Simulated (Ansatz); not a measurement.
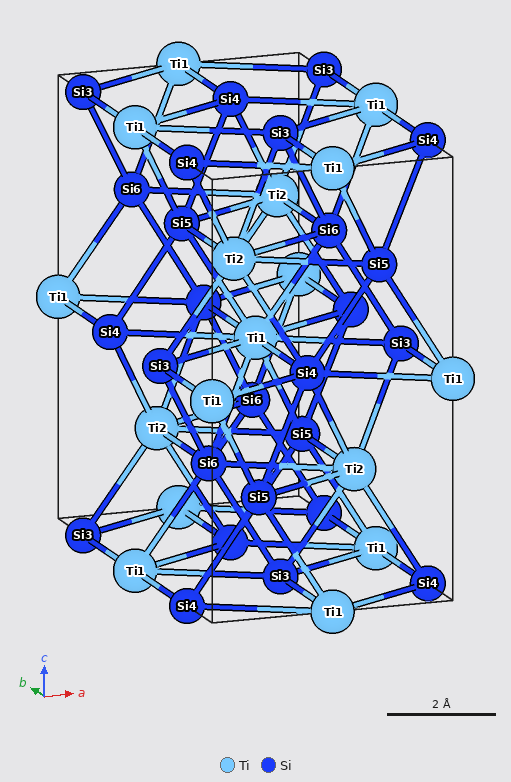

Figure 1. The input geometry (ball-and-stick view of the cell 4 times as large as that of the calculation, set on its symmetry axes, seen slightly off an axis; atoms are numbered from 1 in the order of the input).

## Geometry relaxation, with input and output: TiSi₂ (part 1 of 2)

The run: geometry relaxation of TiSi₂ (Fddd, 6 atoms in the cell). Method and program: DFT PBE, scalar-relativistic, plane waves, PAW, no spin polarisation (Ansatz 0.2.0).

The structure derives from a Materials Project entry. Figures and captions count atoms from 1; the log counts them from 0 in places.

### Input file
```yaml
crystal:
  lattice:
    - [0.0, 4.11751631, 4.26289784]
    - [2.38951195, 0.0, 4.26289784]
    - [2.38951195, 4.11751631, 0.0]
  atoms:
    - { symbol: Ti, position: [0.5, 0.5, 0.5] }
    - { symbol: Ti, position: [0.75, 0.75, 0.75] }
    - { symbol: Si, position: [0.83743439, 0.16256561, 0.83743439] }
    - { symbol: Si, position: [0.16256561, 0.83743439, 0.16256561] }
    - { symbol: Si, position: [0.08743439, 0.41256561, 0.08743439] }
    - { symbol: Si, position: [0.41256561, 0.08743439, 0.41256561] }
basis:
  ecutwfc: 420
kpoints:
  mp_grid: { grid: [10, 10, 10] }
hamiltonian:
  xc: pbe
scf:
  occupations: { method: gaussian, width: 0.1 }
output:
  forces: true
  stress: true
  eigenvalues: true
  write_density: true
  write_potential: true
  elf: true
  volumetric_format: npy
relax:
  adjacent_minimum: "off"
  f_tol: 0.005
  max_steps: 80
  cell: { stress_tol: 0.05 }
```

Machine: 4 threads of Arm Neoverse V2, 128 GiB of memory available, shared host.

Launch command:
```bash
ansatz run input.yaml --threads 4 --pin off --max-ram 8192MiB --backend cpu --events-out ev --progress --plain --runs-dir out
```

### Output
```
Engine: ansatz 0.2.0, aarch64-unknown-linux-gnu
Pseudopotentials: kind: paw
Pseudopotential: Ti, paw, valence charge 12, recommended cutoff 420 eV (normal), Ti.paw.azcp
Pseudopotential: Si, paw, valence charge 4, recommended cutoff 420 eV (normal), Si.paw.azcp
Functional definition: PBE
  parameter kappa = 0.804
  parameter beta = 0.06672455060314922
  exchange = pbe_x(kappa = kappa, mu = beta*pi^2/3)
  correlation = pbe_c(beta = beta)
Crystal: 6 atoms, lattice volume = 83.884 Å³
Basis set: ecut = 420 eV, 1617 PW (Γ), exchange–correlation on 80×72×64 points (8 copies of the dense FFT grid, shifted against one another)
Bands: 26, of which v1, the nominal top of the filled ones, is band 20 counted from 1 (19 counted from 0)
Symmetry: 8 space group operations
Space group: Fddd (ITA 70), of the structure as read, at distance tolerance 4.4e-5 Å
k-points: 171 of 1000
Non-local potential: Ti, projectors of the file, l = 0: 3, l = 1: 2, l = 2: 3, l = 3: 1
Non-local potential: Si, projectors of the file, l = 0: 2, l = 1: 2, l = 2: 2
PAW form: soft (Blöchl's): semilocal exchange-correlation on the pseudo side does not see the compensation charge
PAW one-centre angular grid: Ti, 590 points (default); XC on 64 Gauss nodes
PAW one-centre angular grid: Si, 110 points (default); XC on 64 Gauss nodes
Initial density: superposition of atomic densities (neutral atoms: chi_scale 0, normalization atom), corrected by the library's trained network
Initial wavefunctions: pseudopotential atomic-orbital guess
Functional: x = pbe(κ = 0.804, μ = 0.2195149727645171), c = pbe(β = 0.06672455060314922)
SCF iter   1: F=—  HF=-7545.925590 eV  |F-HF|=—  |Δ(HF+E_count)|=         —  Δρ=4.11e-3  dr2=2.05e-2  ethr=1.77e-3  ⟨swp⟩=6.1  Hψ=22132  notcnv=0
preconditioner: auto → Kerker (q_TF=auto, 2.412 Å⁻¹)  [metal: Δε(μ)=0.003 eV  Ē_g=6.370 eV  σ=0.100 eV  W_gap=0.02  n_scr=16 (ndim 8)  ℏωp=19.9 eV  f_vac=0.000  D(μ)=2.19/eV (n_scr^D=16)]
SCF iter   2: F=—  HF=-7545.923353 eV  |F-HF|=—  |Δ(HF+E_count)|=   2.24e-3  Δρ=1.96e-3  dr2=4.05e-3  ethr=5.13e-5  ⟨swp⟩=1.2  Hψ=5844  notcnv=0
SCF iter   3: F=—  HF=-7545.922995 eV  |F-HF|=—  |Δ(HF+E_count)|=   3.58e-4  Δρ=5.54e-4  dr2=3.43e-4  ethr=1.01e-5  ⟨swp⟩=2.4  Hψ=5857  notcnv=0
SCF iter   4: F=—  HF=-7545.922939 eV  |F-HF|=—  |Δ(HF+E_count)|=   5.61e-5  Δρ=9.40e-5  dr2=7.00e-6  ethr=8.57e-7  ⟨swp⟩=2.0  Hψ=6042  notcnv=0
SCF iter   5: F=—  HF=-7545.922932 eV  |F-HF|=—  |Δ(HF+E_count)|=   6.71e-6  Δρ=1.70e-5  dr2=1.60e-7  ethr=1.75e-8  ⟨swp⟩=2.0  Hψ=5986  notcnv=0
SCF iter   6: F=-7545.922932 eV  HF=-7545.922932 eV  |F-HF|=3.67e-9  |Δ(HF+E_count)|=   2.40e-8  Δρ=2.44e-6  dr2=5.62e-9  ethr=2.50e-10  ⟨swp⟩=11.4  Hψ=27400  notcnv=0
SCF 1 converged in 6 iterations: F = -7545.922932 eV  dr2 = 5.62e-9
  greatest PAW one-centre occupation: 0.999 electrons in one spin orbital (limit 2), on the Ti atom at site 1 (counted from 0), in its partial waves of l = 0
relax step   1: F+E_penalty+E_count = -7545.92293248 eV  Δ(F+E_penalty+E_count) = +0.000e0 eV  max|allowed force component| = 3.613e-2 eV/Å  Δτ_max = 0.0000 Å  P = +2.100 GPa  Ω = 83.884 Å³  (6 SCF iters, dr2 threshold 1.00e-7 eV, accepted)
Crystal: 6 atoms, lattice volume = 85.153 Å³
Basis set: ecut = 420 eV, 1627 PW (Γ), exchange–correlation on 80×72×64 points (8 copies of the dense FFT grid, shifted against one another)
Initial density: handed on by an earlier stage of this run
Initial wavefunctions: those handed on with the density
iter 1 solved again at ethr=2.58e-6 eV; its pass at ethr=3.10e-3 eV (dr2=1.03e-3 eV) is discarded
SCF iter   1: F=—  HF=-7545.930842 eV  |F-HF|=—  |Δ(HF+E_count)|=         —  Δρ=8.14e-4  dr2=9.75e-4  ethr=2.58e-6  ⟨swp⟩=2.0  Hψ=23224  notcnv=0
preconditioner: auto → Kerker (q_TF=auto, 2.405 Å⁻¹)  [metal: Δε(μ)=0.006 eV  Ē_g=6.326 eV  σ=0.100 eV  W_gap=0.03  n_scr=16 (ndim 8)  ℏωp=19.7 eV  f_vac=0.000  D(μ)=2.21/eV (n_scr^D=16)]
SCF iter   2: F=—  HF=-7545.930676 eV  |F-HF|=—  |Δ(HF+E_count)|=   1.66e-4  Δρ=4.36e-4  dr2=2.67e-4  ethr=2.44e-6  ⟨swp⟩=1.1  Hψ=4469  notcnv=0
SCF iter   3: F=—  HF=-7545.930587 eV  |F-HF|=—  |Δ(HF+E_count)|=   8.91e-5  Δρ=1.00e-4  dr2=1.33e-5  ethr=6.66e-7  ⟨swp⟩=2.8  Hψ=6542  notcnv=0
iter 4 did not close the SCF: its close was put off for the readings that it lacked (scf_convergence_deferred on its scf_iter line)
SCF iter   4: F=-7545.930583 eV  HF=-7545.930584 eV  |F-HF|=3.61e-7  |Δ(HF+E_count)|=   3.09e-6  Δρ=2.47e-5  dr2=5.72e-7  ethr=3.32e-8  ⟨swp⟩=2.0  Hψ=6267  notcnv=0
iter 5 did not close the SCF: its close was put off for the readings that it lacked (scf_convergence_deferred on its scf_iter line)
SCF iter   5: F=-7545.930584 eV  HF=-7545.930584 eV  |F-HF|=7.64e-10  |Δ(HF+E_count)|=   7.04e-8  Δρ=3.40e-6  dr2=8.00e-9  ethr=1.43e-9  ⟨swp⟩=2.1  Hψ=5610  notcnv=0
SCF iter   6: F=-7545.930584 eV  HF=-7545.930584 eV  |F-HF|=3.55e-10  |Δ(HF+E_count)|=  5.80e-10  Δρ=9.57e-7  dr2=7.45e-10  ethr=2.00e-11  ⟨swp⟩=4.2  Hψ=22115  notcnv=0
SCF 2 converged in 6 iterations: F = -7545.930584 eV  dr2 = 7.45e-10
relax step   2: F+E_penalty+E_count = -7545.93058371 eV  Δ(F+E_penalty+E_count) = -7.651e-3 eV  max|allowed force component| = 2.382e-2 eV/Å  Δτ_max = 0.0013 Å  P = -0.077 GPa  Ω = 85.153 Å³  energy of the carried Pulay correction = -2.325e-4 eV  (6 SCF iters, dr2 threshold 6.00e-7 eV, accepted)
Crystal: 6 atoms, lattice volume = 85.092 Å³
iter 1 solved again at ethr=1.56e-7 eV; its pass at ethr=3.10e-3 eV (dr2=6.24e-5 eV) is discarded
SCF iter   1: F=—  HF=-7545.930863 eV  |F-HF|=—  |Δ(HF+E_count)|=         —  Δρ=2.45e-4  dr2=6.76e-5  ethr=1.56e-7  ⟨swp⟩=2.0  Hψ=22079  notcnv=0
preconditioner: auto → Kerker (q_TF=auto, 2.406 Å⁻¹)  [metal: Δε(μ)=0.008 eV  Ē_g=6.323 eV  σ=0.100 eV  W_gap=0.04  n_scr=16 (ndim 8)  ℏωp=19.7 eV  f_vac=0.000  D(μ)=2.22/eV (n_scr^D=16)]
SCF iter   2: F=—  HF=-7545.930846 eV  |F-HF|=—  |Δ(HF+E_count)|=   1.72e-5  Δρ=1.23e-4  dr2=1.61e-5  ethr=1.56e-7  ⟨swp⟩=1.9  Hψ=4765  notcnv=0
SCF iter   3: F=—  HF=-7545.930841 eV  |F-HF|=—  |Δ(HF+E_count)|=   4.59e-6  Δρ=3.18e-5  dr2=1.20e-6  ethr=4.02e-8  ⟨swp⟩=2.6  Hψ=6507  notcnv=0
iter 4 did not close the SCF: its close was put off for the readings that it lacked (scf_convergence_deferred on its scf_iter line)
SCF iter   4: F=-7545.930841 eV  HF=-7545.930841 eV  |F-HF|=1.19e-8  |Δ(HF+E_count)|=   2.60e-7  Δρ=6.18e-6  dr2=2.68e-8  ethr=2.99e-9  ⟨swp⟩=2.3  Hψ=5925  notcnv=0
iter 5 did not close the SCF: its close was put off for the readings that it lacked (scf_convergence_deferred on its scf_iter line)
SCF iter   5: F=-7545.930841 eV  HF=-7545.930841 eV  |F-HF|=1.70e-10  |Δ(HF+E_count)|=   3.09e-9  Δρ=1.31e-6  dr2=9.09e-10  ethr=6.71e-11  ⟨swp⟩=2.4  Hψ=6822  notcnv=0
SCF iter   6: F=-7545.930841 eV  HF=-7545.930841 eV  |F-HF|=4.09e-11  |Δ(HF+E_count)|=  1.16e-10  Δρ=2.32e-7  dr2=5.50e-11  ethr=2.27e-12  ⟨swp⟩=4.0  Hψ=21286  notcnv=0
SCF 3 converged in 6 iterations: F = -7545.930841 eV  dr2 = 5.50e-11
relax step   3: F+E_penalty+E_count = -7545.93084114 eV  Δ(F+E_penalty+E_count) = -2.574e-4 eV  max|allowed force component| = 9.153e-3 eV/Å  Δτ_max = 0.0020 Å  P = -0.024 GPa  Ω = 85.092 Å³  energy of the carried Pulay correction = -2.214e-4 eV  (6 SCF iters, dr2 threshold 1.36e-7 eV, accepted)
Crystal: 6 atoms, lattice volume = 85.079 Å³
iter 1 solved again at ethr=2.87e-8 eV; its pass at ethr=3.10e-3 eV (dr2=1.15e-5 eV) is discarded
SCF iter   1: F=—  HF=-7545.930881 eV  |F-HF|=—  |Δ(HF+E_count)|=         —  Δρ=8.33e-5  dr2=1.19e-5  ethr=2.87e-8  ⟨swp⟩=2.4  Hψ=20774  notcnv=0
preconditioner: auto → Kerker (q_TF=auto, 2.406 Å⁻¹)  [metal: Δε(μ)=0.010 eV  Ē_g=6.325 eV  σ=0.100 eV  W_gap=0.05  n_scr=16 (ndim 8)  ℏωp=19.7 eV  f_vac=0.000  D(μ)=2.21/eV (n_scr^D=16)]
SCF iter   2: F=—  HF=-7545.930874 eV  |F-HF|=—  |Δ(HF+E_count)|=   6.53e-6  Δρ=4.40e-5  dr2=3.30e-6  ethr=2.87e-8  ⟨swp⟩=1.1  Hψ=4479  notcnv=0
SCF iter   3: F=—  HF=-7545.930873 eV  |F-HF|=—  |Δ(HF+E_count)|=   9.78e-7  Δρ=9.94e-6  dr2=1.39e-7  ethr=8.25e-9  ⟨swp⟩=2.2  Hψ=6101  notcnv=0
iter 4 did not close the SCF: its close was put off for the readings that it lacked (scf_convergence_deferred on its scf_iter line)
SCF iter   4: F=-7545.930873 eV  HF=-7545.930873 eV  |F-HF|=1.26e-9  |Δ(HF+E_count)|=   2.89e-8  Δρ=2.53e-6  dr2=4.27e-9  ethr=3.46e-10  ⟨swp⟩=2.1  Hψ=6361  notcnv=0
iter 5 did not close the SCF: its close was put off for the readings that it lacked (scf_convergence_deferred on its scf_iter line)
SCF iter   5: F=-7545.930873 eV  HF=-7545.930873 eV  |F-HF|=3.46e-11  |Δ(HF+E_count)|=  3.53e-10  Δρ=4.96e-7  dr2=1.51e-10  ethr=1.07e-11  ⟨swp⟩=2.4  Hψ=6863  notcnv=0
SCF iter   6: F=-7545.930873 eV  HF=-7545.930873 eV  |F-HF|=2.73e-12  |Δ(HF+E_count)|=  1.91e-11  Δρ=6.39e-8  dr2=3.83e-12  ethr=1.00e-12  ⟨swp⟩=4.0  Hψ=18546  notcnv=0
SCF 4 converged in 6 iterations: F = -7545.930873 eV  dr2 = 3.83e-12
relax step   4: F+E_penalty+E_count = -7545.93087320 eV  Δ(F+E_penalty+E_count) = -3.206e-5 eV  max|allowed force component| = 4.743e-3 eV/Å  Δτ_max = 0.0008 Å  P = -0.002 GPa  Ω = 85.079 Å³  energy of the carried Pulay correction = -2.190e-4 eV  (6 SCF iters, accepted)
Initial wavefunctions: pseudopotential atomic-orbital guess (no wavefunctions were taken with the density)
iter 1 solved again at ethr=4.69e-8 eV; its pass at ethr=3.10e-3 eV (dr2=1.87e-5 eV) is discarded
SCF iter   1: F=—  HF=-7545.931093 eV  |F-HF|=—  |Δ(HF+E_count)|=         —  Δρ=8.14e-5  dr2=1.28e-7  ethr=4.69e-8  ⟨swp⟩=3.0  Hψ=32457  notcnv=0
preconditioner: auto → Kerker (q_TF=auto, 2.406 Å⁻¹)  [metal: Δε(μ)=0.009 eV  Ē_g=6.326 eV  σ=0.100 eV  W_gap=0.05  n_scr=16 (ndim 8)  ℏωp=19.7 eV  f_vac=0.000  D(μ)=2.21/eV (n_scr^D=16)]
SCF iter   2: F=—  HF=-7545.931098 eV  |F-HF|=—  |Δ(HF+E_count)|=   4.89e-6  Δρ=4.13e-5  dr2=3.25e-8  ethr=3.19e-10  ⟨swp⟩=1.8  Hψ=4887  notcnv=0
SCF iter   3: F=—  HF=-7545.931101 eV  |F-HF|=—  |Δ(HF+E_count)|=   3.10e-6  Δρ=1.11e-6  dr2=4.38e-10  ethr=8.13e-11  ⟨swp⟩=1.0  Hψ=4446  notcnv=0
iter 4 did not close the SCF: its close was put off for the readings that it lacked (scf_convergence_deferred on its scf_iter line)
SCF iter   4: F=-7545.931101 eV  HF=-7545.931101 eV  |F-HF|=5.46e-12  |Δ(HF+E_count)|=   1.32e-9  Δρ=1.48e-7  dr2=6.89e-12  ethr=1.10e-12  ⟨swp⟩=2.5  Hψ=7082  notcnv=0
iter 5 did not close the SCF: its close was put off for the readings that it lacked (scf_convergence_deferred on its scf_iter line)
SCF iter   5: F=-7545.931101 eV  HF=-7545.931101 eV  |F-HF|=1.82e-12  |Δ(HF+E_count)|=  3.64e-12  Δρ=2.50e-8  dr2=5.27e-13  ethr=1.00e-12  ⟨swp⟩=1.0  Hψ=4446  notcnv=0
iter 6 did not close the SCF: its close was put off for the readings that it lacked (scf_convergence_deferred on its scf_iter line)
SCF iter   6: F=-7545.931101 eV  HF=-7545.931101 eV  |F-HF|=0.00e0  |Δ(HF+E_count)|=  1.82e-12  Δρ=4.39e-9  dr2=1.07e-14  ethr=1.00e-12  ⟨swp⟩=1.0  Hψ=4446  notcnv=0
iter 7 did not close the SCF: its close was put off for the readings that it lacked (scf_convergence_deferred on its scf_iter line)
SCF iter   7: F=-7545.931101 eV  HF=-7545.931101 eV  |F-HF|=0.00e0  |Δ(HF+E_count)|=    0.00e0  Δρ=5.29e-10  dr2=2.06e-16  ethr=1.00e-12  ⟨swp⟩=1.0  Hψ=4446  notcnv=0
SCF iter   8: F=-7545.931101 eV  HF=-7545.931101 eV  |F-HF|=1.82e-12  |Δ(HF+E_count)|=    0.00e0  Δρ=1.65e-10  dr2=2.42e-17  ethr=1.00e-12  ⟨swp⟩=2.0  Hψ=10925  notcnv=0
SCF 5 converged in 8 iterations: F = -7545.931101 eV  dr2 = 2.42e-17
relax step   5: F+E_penalty+E_count = -7545.93110078 eV  Δ(F+E_penalty+E_count) = -2.276e-4 eV  max|allowed force component| = 4.780e-3 eV/Å  Δτ_max = 0.0000 Å  P = +0.002 GPa  Ω = 85.079 Å³  stress off target by 4.65e-2 GPa  SCF on the basis re-selected at this cell (its energy is not comparable with the rows above)  (8 SCF iters)
```

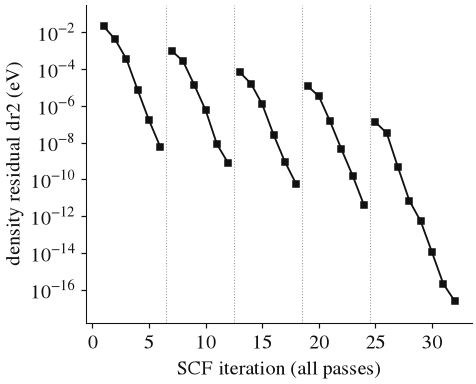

Figure 2. Convergence of the self-consistent field: density residual dr2 against the SCF iteration. The dotted lines part the SCF passes of the relaxation: geometry steps, rejected trials and re-solves on a re-selected basis. The 5 passes take 6 to 8 iterations each, 32 in all.

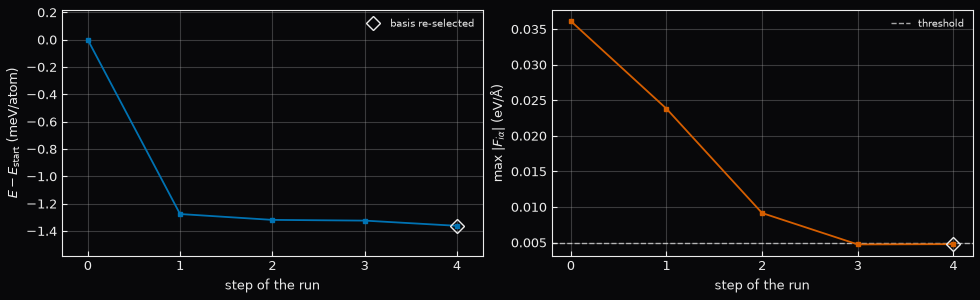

Figure 3. Progress of the relaxation, step by step (the first geometry is step 0 here and step 1 in the log).
